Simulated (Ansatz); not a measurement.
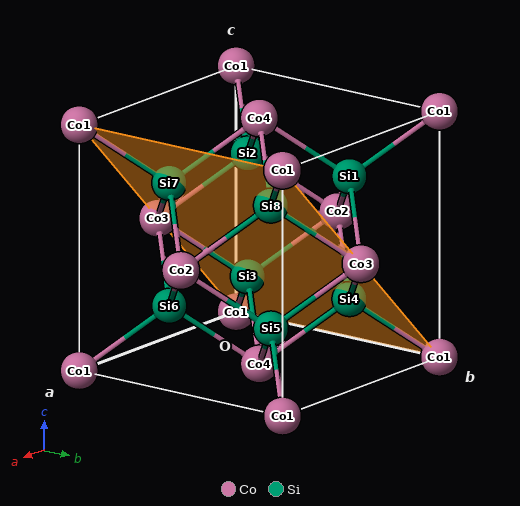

The shaded plane is a symmetry element of the crystal. Crystal: CoSi2, the end point of a relaxation with DFT PBE, scalar-relativistic, plane waves, PAW in Ansatz 0.2.0. All values are computed from the atomic coordinates in the standard setting (tolerance 0.002 Å).

a = 5.360 Å, b = 5.360 Å, c = 5.360 Å, α = 90.00°, β = 90.00°, γ = 90.00°.

```tsv
atom	x	y	z
Co1	0.0000	0.0000	0.0000
Si1	0.2500	0.7500	0.7500
Si2	0.2500	0.2500	0.7500
Co2	0.0000	0.5000	0.5000
Si3	0.2500	0.2500	0.2500
Si4	0.2500	0.7500	0.2500
Co3	0.5000	0.0000	0.5000
Si5	0.7500	0.7500	0.2500
Si6	0.7500	0.2500	0.2500
Co4	0.5000	0.5000	0.0000
Si7	0.7500	0.2500	0.7500
Si8	0.7500	0.7500	0.7500
```

> Is it a mirror or a glide plane, and what is the operation?

It is a mirror plane, parallel to (1 0 −1), through (1/2, 1/2, 1/2): x, y, z → z, y, x.

> Onto which atom does it carry each atom (up to whole multiples of a, b and c)?

Co1 → Co1, Si1 → Si5, Si2 → Si6, Co2 → Co4, Si3 → Si3, Si4 → Si4, Co3 → Co3, Si5 → Si1, Si6 → Si2, Co4 → Co2, Si7 → Si7, Si8 → Si8.

> What is the crystal's space group?

No. 225, Fm-3m.
